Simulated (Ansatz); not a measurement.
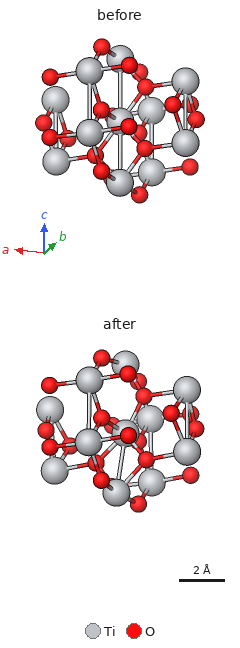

The structure of a defect cell of composition Ti$_{23}$O$_{47}$ before (top) and after (bottom) a relaxation, at one scale.

A ball-and-stick model of the atoms within 4.2 Å of the atom that moves most (axes of the cell of the calculation (origin shifted)), seen from a free direction.

Level of theory: DFT, PBEsol, PAW, plane waves in Ansatz. Set-up: plane-wave cutoff 420 eV; k-point mesh 1 × 1 × 1; mesh shifted by (0.25, 0.25, 0.25); collinear spin; atoms relaxed in a fixed cell; force threshold 0.03 eV/Å; at most 80 steps.

What changed between the two?

Answer. The energy falls by 5.870 eV per cell of the calculation in 6 geometry steps. The largest force component goes from 3.8 to 0.0085 eV/Å. The atom that moves furthest is a Ti atom (0.31 Å along [−1 1 −1]). By element the largest moves are Ti 0.31 Å, O 0.26 Å. The cell stays as it was. Among the contacts that change: Ti–Ti 2.976 → 3.281 Å, O–Ti 1.938 → 1.752 Å, O–Ti 1.933 → 2.090 Å, O–Ti 2.013 → 2.168 Å. Bond angles that change, for instance: Ti–O–Ti 99.1° → 121.1°, Ti–Ti–O 139.2° → 159.9°, O–Ti–O 179.0° → 158.8°. The program noted that the starting moments weren't kept.
